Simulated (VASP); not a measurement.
System: rocksalt TiN, space group Fm-3m (No. 225), 2 atoms in the primitive cell.

Space group Fm-3m (No. 225). a = 4.206 Å, b = 4.206 Å, c = 4.206 Å, α = 90.00°, β = 90.00°, γ = 90.00°
```csv
atom,site,symmetry,x,y,z
Ti,4a,m-3m,0.0000,0.0000,0.0000
N,4b,m-3m,0.5000,0.0000,0.0000
```

Computed with VASP 6.6.1: PBE, VASP PAW PBE potentials, release 64 (Ti_sv_GW, N_GW), no spin polarisation, no spin-orbit coupling, 12×12×12 k mesh, 420 eV cutoff, Gaussian smearing of 0.02 eV.

What will the band structure look like? The path is Γ–X–W–K–Γ–L–U–W–L–K|U–X.

A metal: 3 bands cross the Fermi level along this path. Bands cross the Fermi level on Γ–X, X–W, W–K, K–Γ, Γ–L, L–U, U–W and L–K, and not on W–L and U–X. At Γ the nearest levels lie 0.58 eV below and 0.66 eV above the Fermi level.

The cell was derived from a database entry in an earlier step, so it needn't be the measured one.

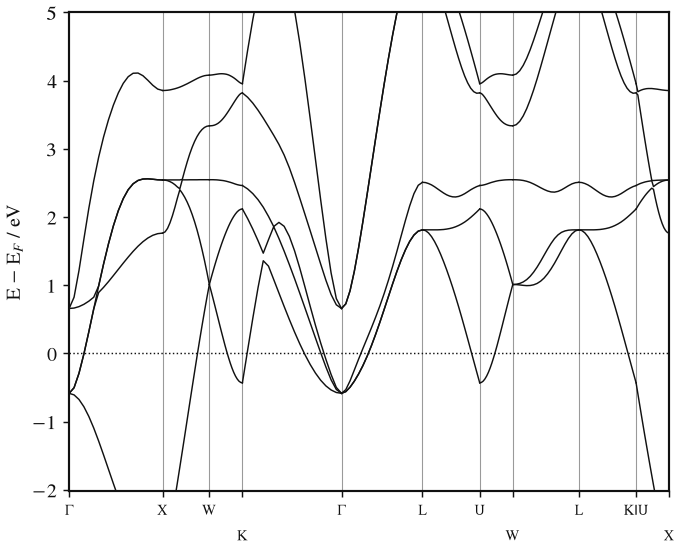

Band structure. Energies are counted from the Fermi level.
